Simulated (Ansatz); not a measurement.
# Ge: what the fields show

The calculation's input:

```
crystal:
  lattice:
    - [-2.0020822485, -3.4677081753, 0.0]
    - [2.0020822485, -3.4677081753, 0.0]
    - [-1.0010411242, -1.7338540877, 13.1450496104]
  atoms:
    - { symbol: Ge, position: [-0.0784036647, 0.0, 0.1568073295] }
    - { symbol: Ge, position: [-0.1715963352, 0.0, 0.3431926705] }
    - { symbol: Ge, position: [-0.3284036648, 0.0, 0.6568073295] }
    - { symbol: Ge, position: [-0.4215963352, 0.0, 0.8431926705] }
    - { symbol: Ge, position: [0.61959705, 0.6666666667, 0.0941392333] }
    - { symbol: Ge, position: [0.13040295, 0.3333333333, 0.4058607667] }
    - { symbol: Ge, position: [0.0362637167, 0.3333333333, 0.5941392333] }
    - { symbol: Ge, position: [0.2137362833, 0.6666666667, 0.9058607667] }
basis:
  ecutwfc: 420
kpoints:
  mp_grid: { grid: [11, 11, 3] }
hamiltonian:
  xc: pbesol
scf:
  occupations: { method: gaussian, width: 0.15 }
output:
  forces: true
  stress: true
  eigenvalues: true
  write_density: true
  write_potential: true
  elf: true
  volumetric_format: npy
```

Command:

```sh
ansatz run input.yaml --threads 2 --pin off --max-ram 5120MiB --backend cpu --events-out ev --progress --plain --runs-dir out
```

Below, planes, directions and counts refer to the conventional cell (a = 4.00 Å, b = 26.29 Å, c = 6.94 Å, α = 90.00°, β = 90.00°, γ = 90.00°).

Space group Fmm2; a structure from a database of computed crystals, not necessarily the ambient phase; not relaxed (largest force 0.7 eV/Å).

The calculation used Ansatz 0.2.0, DFT PBEsol, scalar-relativistic, plane waves, PAW.

In a PAW calculation such maps are meaningful between the atoms, not at the nuclei.

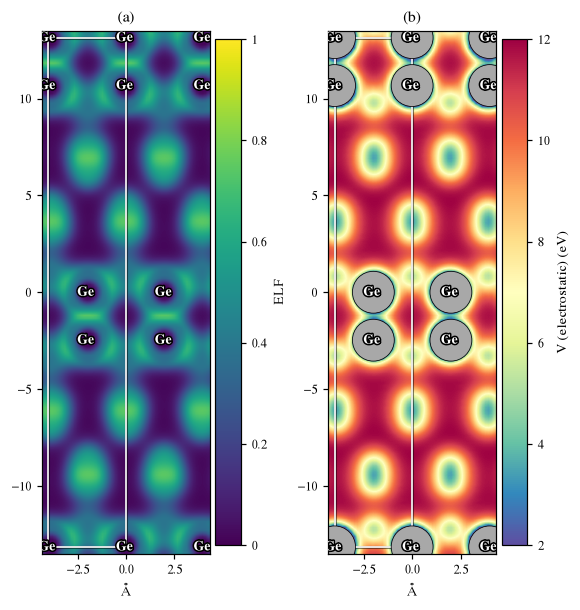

Figure 1. (a) ELF; (b) electrostatic potential energy of an electron on the (001) plane of the conventional cell. Grey discs cover the atomic cores in the potential map.

Interpret the plot.

The section cuts through Ge sites. Ge–Ge (2.47 Å): the ELF peaks at about 0.75 between the atoms. Outside the cores the potential energy rises away from the atoms and is highest about 2.2 Å from the nearest atoms; its zero is arbitrary.

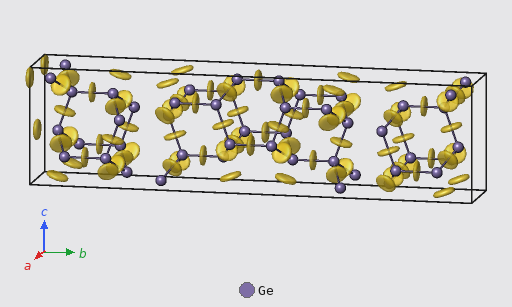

Figure 2. Isosurface of the ELF at 0.65 (yellow), seen slightly off an axis. Only the valence region is drawn (cores and ρ < 0.01 e/Å³ removed). Sticks mark near contacts.

What do the ELF domains correspond to?

At this value the surface marks out 60 regions between bonded Ge–Ge atoms, counted in one cell of 32 atoms. Regions shared between cells count once.


Ge–Ge (2.45 Å): the ELF peaks at about 0.75 between the atoms.

Metal or insulator at this level of theory?

It is metallic or semimetallic at this level of theory: no gap opens.
